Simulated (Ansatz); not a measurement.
CdO, space group Fm-3m (No. 225), a = 4.768 Å, b = 4.768 Å, c = 4.768 Å, α = 90.00°, β = 90.00°, γ = 90.00°

| site | Wyckoff | x | y | z |
| --- | --- | --- | --- | --- |
| Cd | 4a | 0.0000 | 0.0000 | 0.0000 |
| O | 4b | 0.5000 | 0.0000 | 0.0000 |

Source: the geometry relaxed with DFT PBE, scalar-relativistic, plane waves, PAW (Ansatz).

Q: Describe the coordination of Cd.

A: CdO6: an essentially ideal octahedron (coordination number 6, S = 0.00; next best trigonal prism, S = 16.7). Bonds: 6 × Cd–O 2.38 Å. The next neighbour, not counted, lies at 3.37 Å.

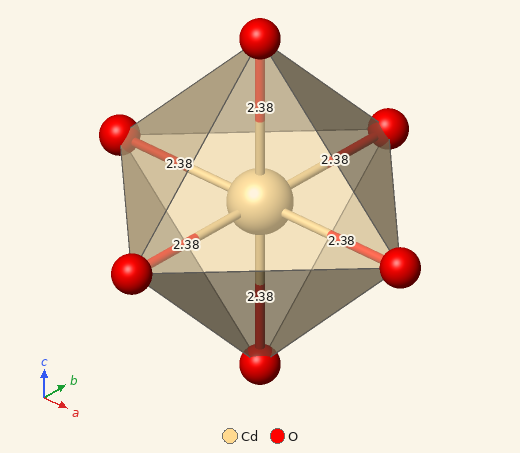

The polyhedron about Cd. Shape measures S are computed against regular polyhedra or, for capped shapes, the nearer of the equal-edge and equal-bond forms.
